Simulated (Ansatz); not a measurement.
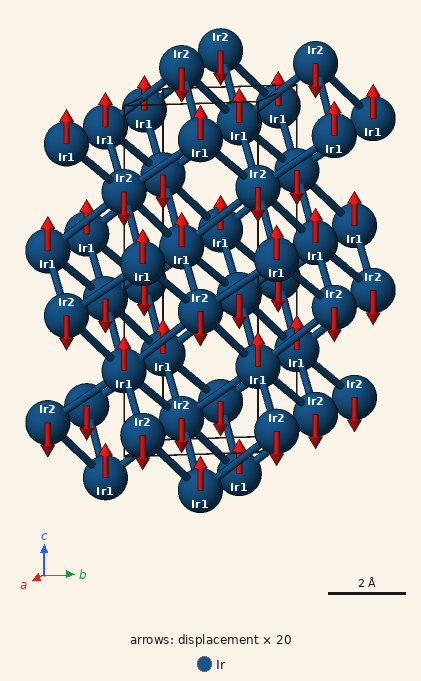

This is a relaxation of crystalline Ir (built on the grey arsenic (A7)_166 type). The starting structure is drawn; red arrows show the displacements (the part carried along by the change of the cell is left out), magnified 20 times.

The picture is a ball-and-stick view of the conventional cell (3 times the calculation's cell), seen slightly off an axis. Lengths and directions refer to the drawn axes.

Case: grey arsenic (A7) type (R-3m, No. 166).

Computed with DFT PBE, scalar-relativistic, plane waves, PAW (Ansatz 0.2.0).

Input
```yaml
crystal:
  lattice:
    - [1.7910351783, 1.0340546423, 3.0661561161]
    - [-1.7910351783, 1.0340546423, 3.0661561161]
    - [0.0, -2.0681092846, 3.0661561161]
  atoms:
    - { symbol: Ir, position: [0.2447904747, 0.2447904747, 0.2447904747] }
    - { symbol: Ir, position: [0.7552095253, 0.7552095253, 0.7552095253] }
basis:
  ecutwfc: 420
kpoints:
  mp_grid: { grid: [18, 18, 18] }
hamiltonian:
  xc: pbe
scf:
  occupations: { method: gaussian, width: 0.1 }
output:
  forces: true
  stress: true
  eigenvalues: true
relax:
  adjacent_minimum: "off"
  f_tol: 0.01
  max_steps: 80
  cell: { stress_tol: 0.05 }
```

### Describe the change and its energy.

The energy falls by 15.9 meV per atom in 4 accepted moves (5 points after the start). The largest force component goes from 0.41 to 0.0047 eV/Å. Pressure: 0.05 GPa at the start and 0.00 GPa at the end. The SCF was repeated once at an unchanged geometry on a basis and grid sized afresh for the cell, which shifted the energy by 0.1 meV per atom at most. The largest moves relative to the cell, 0.046 Å, are those of Ir1 and Ir2. Ir1 goes along +c. The volume changes by −0.3 %, with a = b 3.582 → 3.636 Å (+1.5 %), c 9.198 → 8.901 Å (−3.2 %). Some distances before and after: Ir1–Ir2 2.633 → 2.571 Å, Ir1–Ir2 (another image) 2.518 → 2.570 Å. Among the angles between lasting bonds that change: Ir2–Ir1–Ir2 85.7° → 90.0°, Ir2–Ir1–Ir2 176.6° → 180.0°. The space group (tolerance 0.01 Å) goes from R-3m (No. 166) to Pm-3m (No. 221). The run took of the order of 2.7 core-minutes on a shared host.
